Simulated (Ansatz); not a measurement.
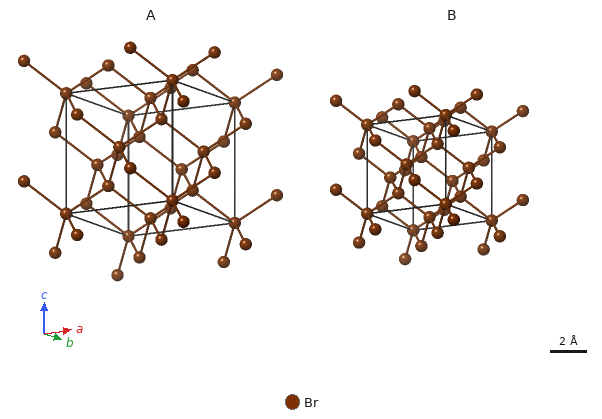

Two geometries of crystalline Br (a generated structure, set up in Fd-3m), drawn at one scale. One is the start of a relaxation, the other its converged end. A ball-and-stick model of the conventional cell (4 times the calculation's cell), seen from a free direction. Lengths and directions refer to the drawn axes.

Computed with Ansatz, DFT, PBE, PAW with Ansatz's default frozen-core files, scalar-relativistic. Settings: plane-wave cutoff 420 eV; k-point mesh 14 × 14 × 14; occupations fermi dirac; smearing width 0.05 eV; no spin polarisation; cell and atoms relaxed; force threshold 0.005 eV/Å; at most 80 steps.

Which geometry has the lower energy?

Answer. Structure A is the relaxed one. Case: cell and atoms relaxed from a first guess. The atoms keep their places relative to the cell (all moves are under 0.005 Å). Cell: a = b = c 5.174 → 7.003 Å (+35.4 %). Volume +148.0 %. Some distances before and after: Br–Br 2.240 → 3.032 Å. The space group stays Fd-3m (No. 227). The energy falls by 7.471 eV per cell of the calculation in 8 accepted moves (10 points after the start). All forces vanish by symmetry, so only the cell relaxes. Pressure: 100.60 GPa at the start and 0.01 GPa at the end. At 2 points the geometry stayed and the basis and grid were re-selected for the new cell (energy shift of 0.289 eV per cell of the calculation at most each time). The run took of the order of 28 core-seconds on a shared host.
